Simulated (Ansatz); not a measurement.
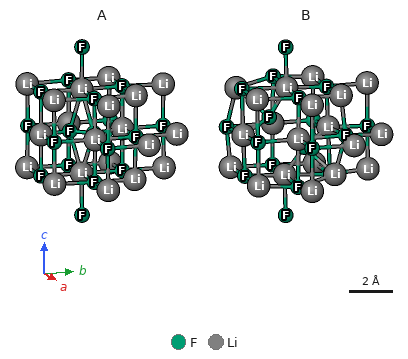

Two geometries of a defect cell of composition F₃₃Li₃₂ (cell charge −1), drawn at one scale. One is the start of a relaxation, the other its converged end. Style: ball-and-stick. Shown: the atoms within 4.2 Å of the atom that moves most (axes of the cell of the calculation (origin shifted)), slightly off an axis.

Level of theory: DFT, PBEsol, PAW, plane waves in Ansatz 0.2.0. (plane-wave cutoff 420 eV; k-point mesh 1 × 1 × 1; mesh shifted by (0.25, 0.25, 0.25); no spin polarisation; atoms relaxed in a fixed cell; force threshold 0.03 eV/Å; at most 80 steps)

Which of the two is the end point?

Structure B is the relaxed one. The atoms of the start lie slightly off their symmetric places, so part of the fall in energy undoes that. The energy falls by 15.074 eV per cell of the calculation in 7 geometry steps. The largest force component goes from 31 to 0.013 eV/Å. The atom that moves furthest is an F atom (0.71 Å along [1 1 −3]). Largest moves by element: F 0.71 Å, Li 0.29 Å. The cell doesn't change. Among the contacts that change: F–F 1.245 → 2.217 Å, F–Li 2.928 → 1.980 Å, F–Li 3.009 → 2.127 Å, F–Li 2.126 → 2.897 Å. New bonds form, among them: F–Li (2.93 → 1.98 Å), F–Li (3.01 → 2.13 Å). Bonds break, among them: F–F (1.24 → 2.22 Å), F–Li (2.05 → 2.79 Å), F–Li (2.13 → 2.90 Å). Among the angles between lasting bonds that change: F–Li–F 165.6° → 141.9°, F–Li–F 164.7° → 141.8°, Li–F–Li 178.7° → 156.5°. The run took 5.8 s on 1 × NVIDIA GB300 Max-Q with 8 threads of Arm Neoverse-V2, peak memory 1.7 GiB.

Limits of the set-up: the periodic images lie only 8.0 Å apart, so the values are limited by the cell's size; the cell is charged, on a uniform background, and energies carry no finite-size correction.
